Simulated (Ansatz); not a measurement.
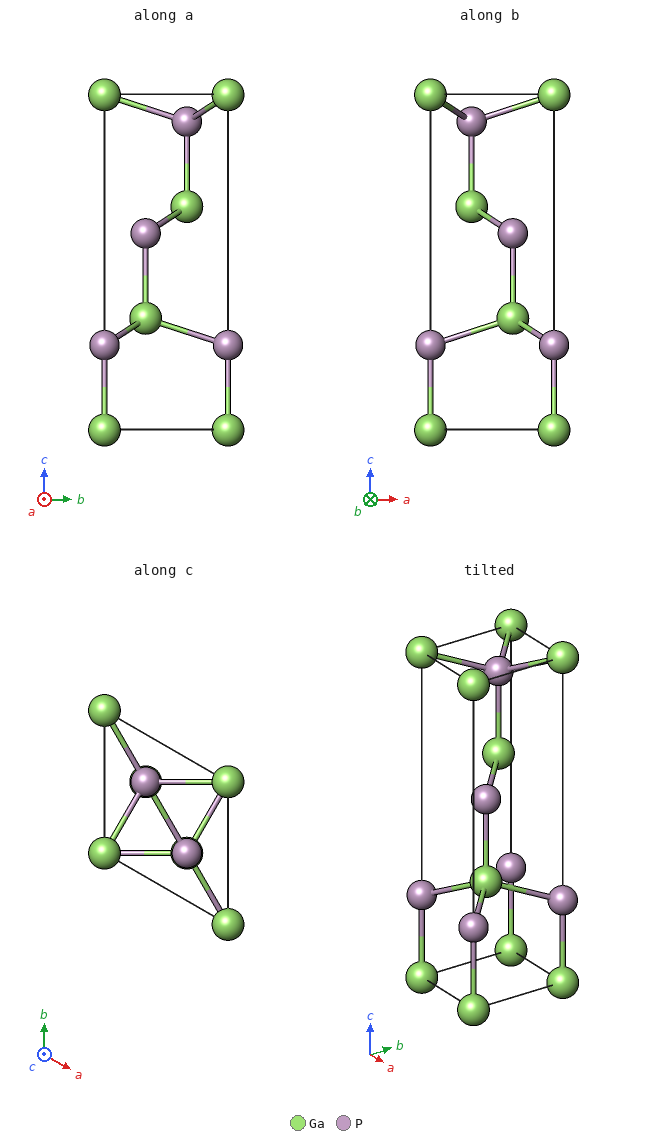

The crystal in a ball-and-stick representation, seen along the a axis, along the b axis, along the c axis and slightly off an axis. Thin lines show the conventional unit cell, with boundary atoms drawn in all their periodic places.

Lattice parameters: a = 3.9699 Å, b = 3.9699 Å, c = 9.3294 Å, α = 90.000°, β = 90.000°, γ = 120.000°.

Question: Give the structure in the form of a CIF in P1 with every atom of the cell, with free fractional coordinates to two decimals.

Answer:
```cif
data_structure
_symmetry_space_group_name_H-M 'P 1'
_symmetry_Int_Tables_number 1
_cell_length_a 3.9699
_cell_length_b 3.9699
_cell_length_c 9.3294
_cell_angle_alpha 90.000
_cell_angle_beta 90.000
_cell_angle_gamma 120.000
_cell_volume 127.33
loop_
_atom_site_label
_atom_site_type_symbol
_atom_site_fract_x
_atom_site_fract_y
_atom_site_fract_z
_atom_site_occupancy
Ga1 Ga 0.3333 0.6667 0.66 1
P1 P 0.3333 0.6667 0.92 1
Ga2 Ga 0.00 0.00 0.00 1
P2 P 0.00 0.00 0.25 1
Ga3 Ga 0.6667 0.3333 0.33 1
P3 P 0.6667 0.3333 0.59 1
```

Its origin is a structure type filled with these elements by a generator (whether the compound takes this form wasn't checked). The cell was then strained or its atoms displaced on purpose. A calculation with Ansatz used it as input.
